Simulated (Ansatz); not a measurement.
# Ge3Si: geometry relaxation (part 2 of 2)

Continued. System: Ge3Si (P6/mmm, 4 atoms in the cell). Method: DFT PBE, scalar-relativistic, plane waves, PAW, no spin polarisation (Ansatz 0.2.0); cutoff 420 eV, 18×18×4 k-mesh, Gaussian smearing of 0.1 eV. The structure was made by a generator, so it may or may not be a known phase.

Geometry of the input (Å; fractional positions):
```
2.7869  0.0000  0.0000
-1.3934  2.4135  0.0000
0.0000  0.0000  11.1292
Si 0.0000  0.0000  0.0000
Ge 0.0000  0.0000  0.2393
Ge 0.0000  0.0000  0.5000
Ge 0.0000  0.0000  0.7607
```

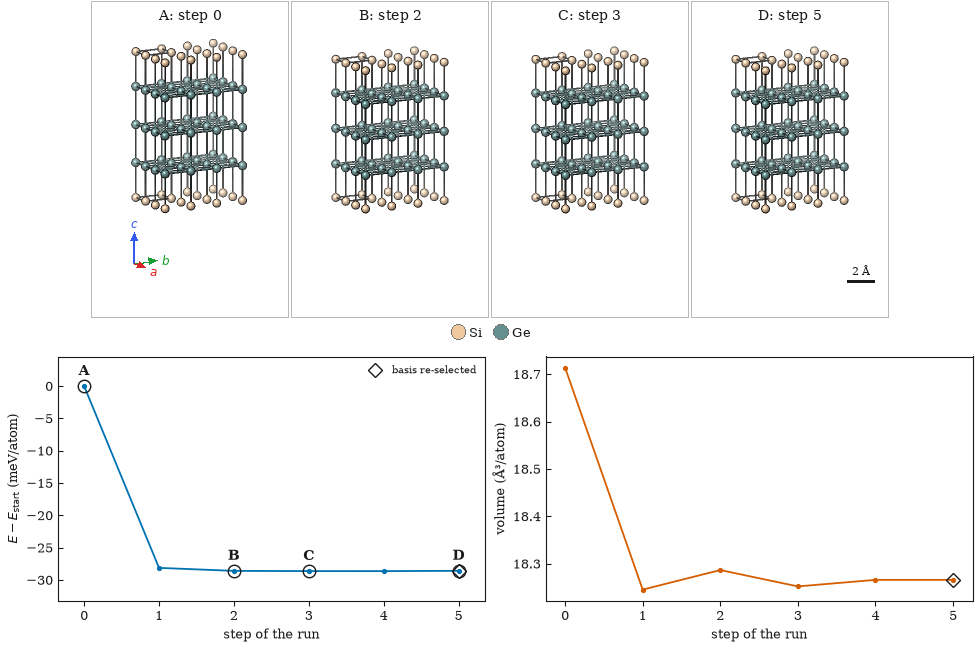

**Figure 1.** Frames of the relaxation (ball-and-stick view of the cell of the calculation, repeated 3 × 3 × 1, seen slightly off an axis) above the curves, on which the letters mark them (the first geometry is step 0 here and step 1 in the log).

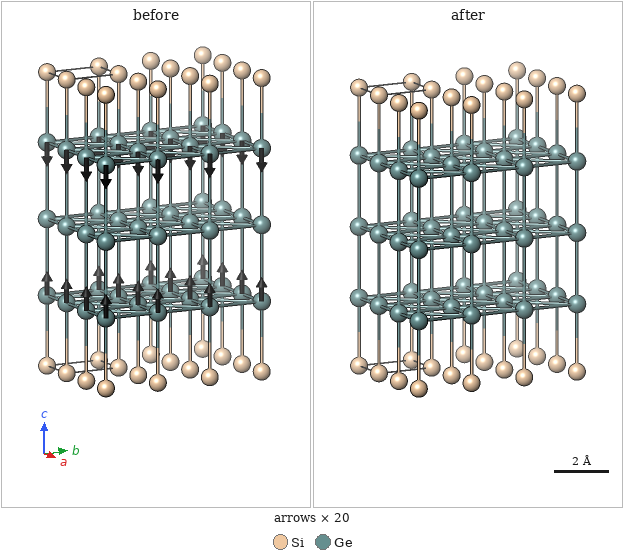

**Figure 2.** Before (left) and after (right) the relaxation, at one scale (ball-and-stick view of the cell of the calculation, repeated 3 × 3 × 1, seen slightly off an axis). The black arrows give the displacements (without the part carried along by the change of the cell), magnified 20 times. Over 4 geometry steps the energy falls by 28.6 meV per atom. Largest force component: 0.016 eV/Å at the start, 0.0003 eV/Å at the end. Pressure: −0.73 GPa at the start and −0.01 GPa at the end. The largest moves relative to the cell, 0.046 Å, are those of Ge2 and Ge4. Si stays in place. Cell: a = b 2.787 → 2.829 Å (+1.5 %), c 11.129 → 10.541 Å (−5.3 %). Volume −2.4 %. Distances before and after: Ge2–Ge3 2.902 → 2.702 Å, Si1–Ge2 2.663 → 2.568 Å, Ge2–Ge2 2.787 → 2.829 Å. The space group stays P6/mmm (No. 191). A last SCF at the same geometry on a re-selected plane-wave basis shifts the energy by +0.0 meV per atom. (Atoms are counted from 1 in the order of the input.)

```
basis re-selected at this cell: Δ(F+E_penalty+E_count) = +1.909e-4 eV, ΔP = +0.003 GPa vs the last step (what re-selecting the basis moved, of the pressure what is left beyond the Pulay correction that the steps carried, after the strain that the cell walked since its last selection, with what the two solves' SCF thresholds leave and, on support functions, any second-order correction that the steps lacked; it is no measure of the basis error at this ecutwfc). The dense FFT grid was sized anew with the basis: this SCF ran on 20×20×72 points, the steps before it on 20×20×75, so part of this shift can come from that change (see relax.cell in the input reference). This SCF's stress stands 5.50e-3 GPa from its target on what of the cell is left free (relax.cell.stress_tol is 5.00e-2 GPa) and its largest allowed force component is 3.00e-4 eV/Å (relax.f_tol is 1.00e-2 eV/Å): within both
SCF converged after 6 iterations
Free energy (F): -13519.569727 eV
Harris-Foulkes:  -13519.569727 eV  (|F-HF|=1.82e-11)
Internal energy: -13519.560592 eV  (E = F + TS)
E sigma→0 (E₀):  -13519.565160 eV
Entropy (-TS):   -0.009136 eV (-2.284 meV/atom)
Fermi energy:    10.472130 eV
--- Per-component energies (eV) ---
  E_band       = -342.499494
  E_kinetic    = 371.204410
  E_local      = -7849.148375  (includes V_loc(G=0)·N_el)
  E_nonlocal   = 1274.262759
  E_hartree    = 3514.802542
  E_xc         = -282.088679
  E_vxc        = -240.659574  (∫ρ·V_xc dr)
  E_paw        = -6564.784984  (= ΣΔE_a)
  E_vpaw       = -927.764842  (= ΣTr[D̂ρ^β])
  E_aug_tail   = 0.001152  (compensation charges beyond the density's cutoff)
  E_ewald      = -3983.809418
  E_smearing   = -0.009136  (= −TS)
  E_closure    = 0.000000  (closes the sum)
  Σ components = -13519.569727   (vs F -13519.569727, Δ=0.00e0)
--- Forces (eV/Å), atoms counted from 1 ---
  atom   1  Si     0.00000000    -0.00000000     0.00000000
  atom   2  Ge     0.00000000     0.00000000    -0.00030025
  atom   3  Ge    -0.00000000     0.00000000     0.00000000
  atom   4  Ge    -0.00000000    -0.00000000     0.00030025
  max |Σ_I F_I| component: 2.89e-19 eV/Å
--- Stress (GPa, compression-positive) ---
       -0.005499       0.000000       0.000000
        0.000000      -0.005499       0.000000
        0.000000       0.000000      -0.005277
  P = ⅓ Tr σ = -0.0054 GPa (-0.054 kbar)
--- Band table (eV; the first three rows and the last of 111) ---
  k-point 0: bands = ["-14.2753", "-14.2158", "-14.2158", "-14.2081", "-14.2081", "-14.2066", "-14.2066", "-14.1908", "-14.1367", "-14.1235", "-14.1235", "-14.0837", "-14.0837", "-14.0707", "-14.0707", "-2.7455", "-1.6388", "-1.2621", "1.4637", "4.4053", "9.7755", "9.8445", "17.4907", "18.7268", "18.7268", "19.8424", "19.9900", "19.9900", "20.1380", "20.1380", "21.9501", "21.9501", "22.4562"]
  k-point 1: bands = ["-14.2752", "-14.2158", "-14.2158", "-14.2081", "-14.2081", "-14.2066", "-14.2066", "-14.1912", "-14.1364", "-14.1235", "-14.1235", "-14.0837", "-14.0837", "-14.0707", "-14.0707", "-2.6690", "-2.0243", "-0.7517", "1.0467", "5.0108", "7.9759", "11.7937", "16.0848", "18.7718", "18.7718", "19.6161", "19.6161", "20.6332", "20.6332", "21.1104", "21.7395", "21.7395", "22.4575"]
  k-point 2: bands = ["-14.2750", "-14.2158", "-14.2158", "-14.2081", "-14.2081", "-14.2066", "-14.2066", "-14.1916", "-14.1362", "-14.1235", "-14.1235", "-14.0837", "-14.0837", "-14.0707", "-14.0707", "-2.4997", "-2.3419", "-0.2349", "0.5076", "6.2381", "6.4358", "13.6066", "14.2521", "18.8315", "18.8315", "19.4219", "19.4219", "21.2181", "21.2181", "21.2469", "21.2469", "22.2031", "22.4589"]
  k-point 110: bands = ["-14.1870", "-14.1819", "-14.1819", "-14.1566", "-14.1566", "-14.1481", "-14.1481", "-14.1470", "-14.1470", "-14.1349", "-14.1349", "-14.1162", "-14.1162", "-14.0947", "-14.0301", "3.8763", "4.0040", "6.1768", "7.0273", "7.0273", "7.0339", "7.2883", "7.2883", "9.2513", "9.2513", "9.3977", "9.3977", "11.6336", "12.2488", "16.5989", "16.5989", "17.2857", "17.2857"]
--- Relaxed structure (5 steps of the walk, 5 accepted, 1 SCFs on fresh bases) ---
  F+E_penalty+E_count = -13519.56972738 eV   max|allowed force component| = 3.002e-4 eV/Å   (the final SCF, on the basis selected at the relaxed cell)
  cell:  # Å, volume = 73.0641 Å³
    - [2.8290619068612024, 2.930457092975226e-11, 0.0]
    - [-1.4145309534559793, 2.450039480205994, 0.0]
    - [0.0, 0.0, 10.541165571442678]
  atoms:
    - { symbol: Si, position: [7.999012338952312e-37, 9.478789024112294e-37, 7.793597611010842e-20] }
    - { symbol: Ge, position: [-7.008427305274108e-37, 1.950639093766936e-37, 0.24365728424275432] }
    - { symbol: Ge, position: [8.406632341512508e-37, -1.1301989372058204e-36, 0.49999999999999994] }
    - { symbol: Ge, position: [-9.397217375190712e-37, -1.2743874582103032e-38, 0.7563427157572453] }
```

Trajectory as extended XYZ (Å, eV, eV/Å), 6 frames, from step=1 to step=6:
```
4
Lattice="2.7869 0.0000 0.0000 -1.3934 2.4135 0.0000 0.0000 0.0000 11.1292" Properties=species:S:1:pos:R:3:forces:R:3 step=1 energy=-13519.45542 pressure_GPa=-0.73
Si    0.0000    0.0000    0.0000    0.0000   0.0000   0.0000
Ge    0.0000    0.0000    2.6627    0.0000   0.0000   0.0161
Ge    0.0000    0.0000    5.5646    0.0000   0.0000   0.0000
Ge    0.0000    0.0000    8.4665    0.0000   0.0000  -0.0161
4
Lattice="2.8217 0.0000 0.0000 -1.4108 2.4436 0.0000 0.0000 0.0000 10.5846" Properties=species:S:1:pos:R:3:forces:R:3 step=2 energy=-13519.56790 pressure_GPa=0.04
Si    0.0000    0.0000    0.0000    0.0000   0.0000   0.0000
Ge    0.0000    0.0000    2.5902    0.0000   0.0000  -0.0710
Ge    0.0000    0.0000    5.2923    0.0000   0.0000   0.0000
Ge    0.0000    0.0000    7.9944    0.0000   0.0000   0.0710
4
Lattice="2.8298 0.0000 0.0000 -1.4149 2.4507 0.0000 0.0000 0.0000 10.5478" Properties=species:S:1:pos:R:3:forces:R:3 step=3 energy=-13519.56977 pressure_GPa=-0.06
Si    0.0000    0.0000    0.0000    0.0000   0.0000   0.0000
Ge    0.0000    0.0000    2.5655    0.0000   0.0000   0.0252
Ge    0.0000    0.0000    5.2739    0.0000   0.0000   0.0000
Ge    0.0000    0.0000    7.9823    0.0000   0.0000  -0.0252
4
Lattice="2.8288 0.0000 0.0000 -1.4144 2.4498 0.0000 0.0000 0.0000 10.5349" Properties=species:S:1:pos:R:3:forces:R:3 step=4 energy=-13519.56991 pressure_GPa=0.04
Si    0.0000    0.0000    0.0000    0.0000   0.0000   0.0000
Ge    0.0000    0.0000    2.5678    0.0000   0.0000  -0.0043
Ge    0.0000    0.0000    5.2675    0.0000   0.0000   0.0000
Ge    0.0000    0.0000    7.9672    0.0000   0.0000   0.0043
4
Lattice="2.8291 0.0000 0.0000 -1.4145 2.4500 0.0000 0.0000 0.0000 10.5412" Properties=species:S:1:pos:R:3:forces:R:3 step=5 energy=-13519.56992 pressure_GPa=-0.01
Si    0.0000    0.0000    0.0000    0.0000   0.0000   0.0000
Ge    0.0000    0.0000    2.5684    0.0000   0.0000  -0.0005
Ge    0.0000    0.0000    5.2706    0.0000   0.0000   0.0000
Ge    0.0000    0.0000    7.9727    0.0000   0.0000   0.0005
4
Lattice="2.8291 0.0000 0.0000 -1.4145 2.4500 0.0000 0.0000 0.0000 10.5412" Properties=species:S:1:pos:R:3:forces:R:3 step=6 energy=-13519.56973 pressure_GPa=-0.01
Si    0.0000    0.0000    0.0000    0.0000   0.0000   0.0000
Ge    0.0000    0.0000    2.5684    0.0000   0.0000  -0.0003
Ge    0.0000    0.0000    5.2706    0.0000   0.0000   0.0000
Ge    0.0000    0.0000    7.9727    0.0000   0.0000   0.0003
```

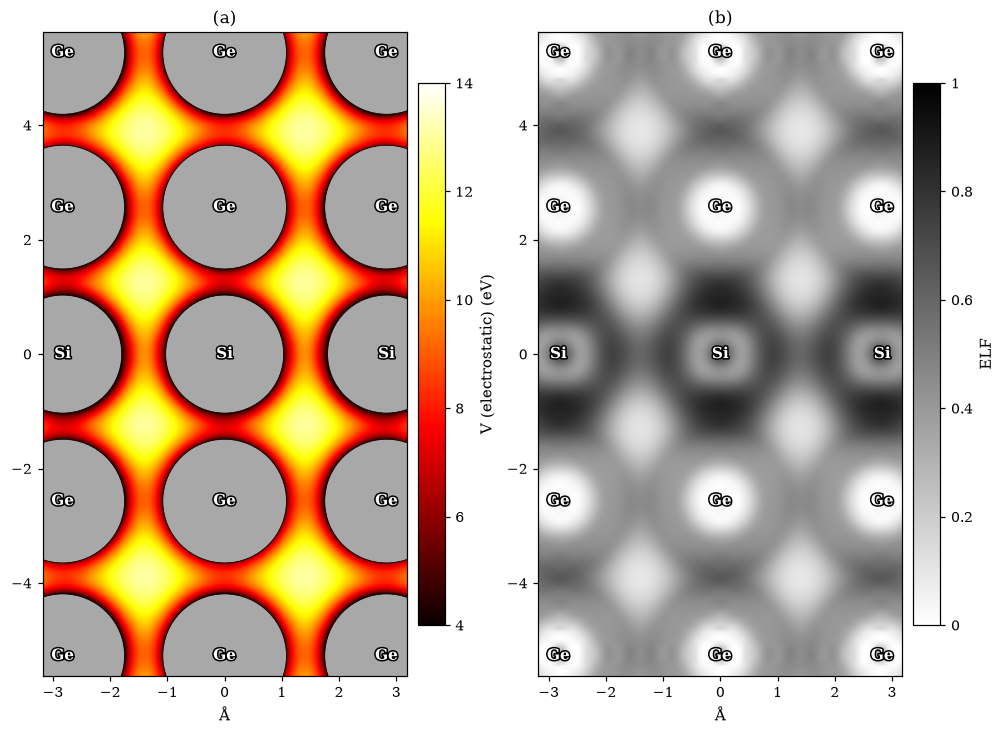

**Figure 3.** (a) electrostatic potential (local pseudopotential plus Hartree) felt by an electron; (b) electron localisation function on the (010) plane of the conventional cell. Grey discs, where drawn, cover atomic cores. Si–Ge (2.57 Å): the ELF is about 0.80 at the midpoint. Ge–Ge (2.70 Å): the ELF peaks at about 0.65 between the atoms. Ge–Ge (2.83 Å): the ELF is about 0.45 at the midpoint; no shared electron pair. Outside the cores the potential energy rises away from the atoms and is highest about 1.9 Å from the nearest atoms; outside the discs it spans about 9 eV, and its zero is arbitrary. The fields are those of the smooth PAW valence density.

Key numbers:

```json
{"quantity": "outcome", "value": "converged"}
{"quantity": "space group (tolerance 0.01 Å)", "value": "P6/mmm (191)"}
{"quantity": "electrons treated", "value": "46"}
{"quantity": "free energy", "value": "−13519.5697 eV"}
{"quantity": "Fermi energy", "value": "10.472 eV"}
{"quantity": "gap on the k-point mesh", "value": "none (metallic)"}
{"quantity": "pressure", "value": "−0.01 GPa"}
{"quantity": "final volume", "value": "73.06 Å³"}
{"quantity": "largest force (length of the vector) at the end", "value": "under 0.001 eV/Å"}
{"quantity": "final cell", "value": "a = 2.829 Å, b = 2.829 Å, c = 10.541 Å, α = 90.00°, β = 90.00°, γ = 120.00°"}
{"quantity": "wall time", "value": "80 s"}
{"quantity": "peak memory", "value": "0.53 GiB"}
```
